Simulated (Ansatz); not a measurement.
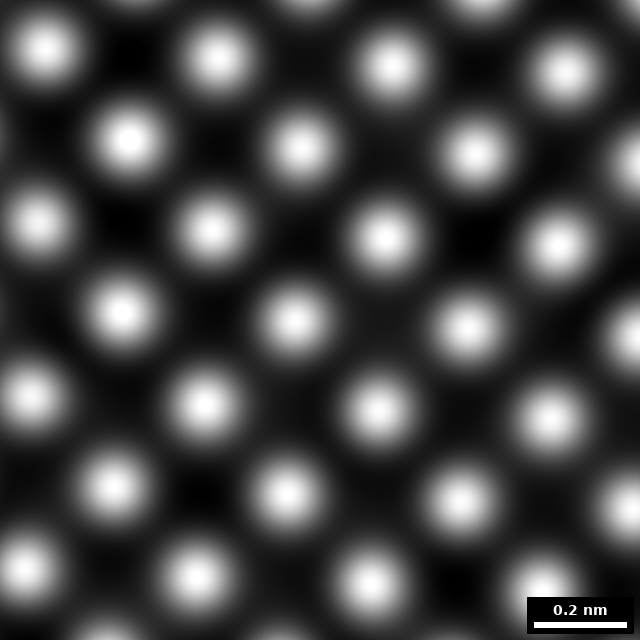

HAADF-like image of Al (Pm-3m, No. 221). The image is simulated as a sum over atoms of Z^1.6, blurred by a 1.30 Å probe (no channelling). The speckle of an amorphous layer was added. Structure used: coordinates from a relaxation with DFT, LDA (PW92), plane waves (420 eV) with PAW, scalar-relativistic in Ansatz; the starting structure was generated, so it need not be a known form of this composition.

```cif
data_structure
_symmetry_space_group_name_H-M 'Pm-3m'
_symmetry_Int_Tables_number 221
_cell_length_a 2.6824
_cell_length_b 2.6824
_cell_length_c 2.6824
_cell_angle_alpha 90.000
_cell_angle_beta 90.000
_cell_angle_gamma 90.000
_cell_volume 19.30
loop_
_atom_site_label
_atom_site_type_symbol
_atom_site_symmetry_multiplicity
_atom_site_Wyckoff_symbol
_atom_site_fract_x
_atom_site_fract_y
_atom_site_fract_z
_atom_site_occupancy
Al1 Al 1 a 0.00000 0.00000 0.00000 1
```

**Which beam direction gives this image, [001], [221] or [111]? (Directions equivalent by symmetry count as one.)**

[001]. The projected cells are 2.68 × 2.68 Å, 90° for [001]; 1.26 × 2.00 Å, 108° for [221]; 2.19 × 2.19 Å, 120° for [111], and the image repeats as the [001] one does.
